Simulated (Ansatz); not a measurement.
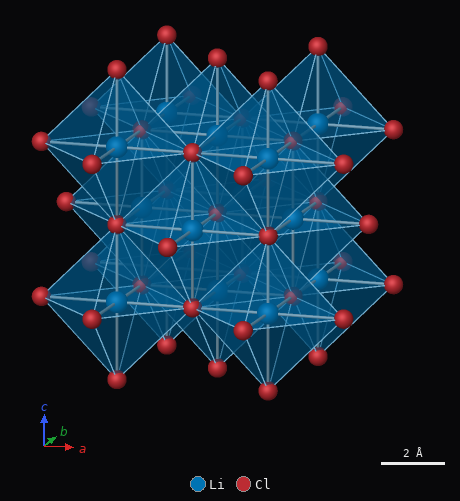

Reference structure: a symmetric starting cell of LiCl. The picture is a polyhedral view of the conventional cell (4 times the calculation's cell), seen slightly off an axis. Lengths and directions refer to the drawn axes.

All numbers below come from DFT PBE, scalar-relativistic, plane waves, PAW (Ansatz 0.2.0). Set-up: plane-wave cutoff 420 eV; k-point mesh 8 × 8 × 8; occupations gaussian; smearing width 0.02 eV; no spin polarisation.

Change: The cell is strained by −8.6 % along [1 −1 −1] and +9.4 % across it (volume +9.5 %), the atoms keeping their fractional coordinates. No relaxation follows. The starting cell wasn't computed here and needn't be at equilibrium, so pressure and forces aren't due to the change alone.

Input
```yaml
crystal:
  lattice:
    - [0.3077712, 2.499102144, 2.499102144]
    - [2.806873344, 0.0, 2.806873344]
    - [2.806873344, 2.806873344, 0.0]
  atoms:
    - { symbol: Li, position: [0.0, 0.0, 0.0] }
    - { symbol: Cl, position: [0.5, 0.5, 0.5] }
basis:
  ecutwfc: 420
kpoints:
  mp_grid: { grid: [8, 8, 8] }
hamiltonian:
  xc: pbe
scf:
  occupations: { method: gaussian, width: 0.02 }
output:
  forces: true
  stress: true
  eigenvalues: true
  populations: true
```

Run as
```bash
ansatz run input.yaml --threads 1 --pin off --max-ram 1331MiB --backend cpu --events-out ev --progress --plain --runs-dir out
```

**Predict the response.**

The pressure is −1.9 GPa (not all of it need come from the change, since the unchanged cell can be under pressure at this level too). The principal stresses (compression positive) are 2.2 GPa along [1 −1 −1] and −4.0 GPa across it. All forces vanish by symmetry. Some distances before and after: Cl–Li 2.565 → 2.662 Å. The space group (tolerance 0.01 Å) goes from Fm-3m (No. 225) to R-3m (No. 166).

Drawn alike, the variant:

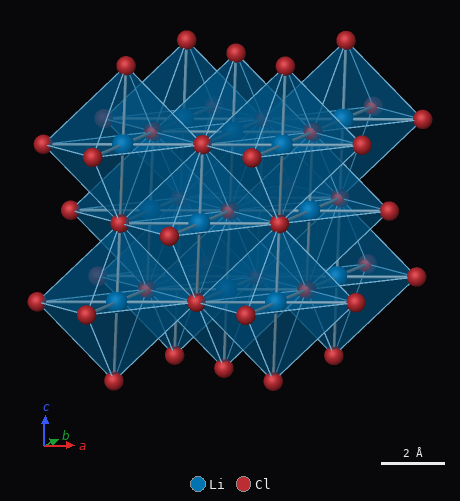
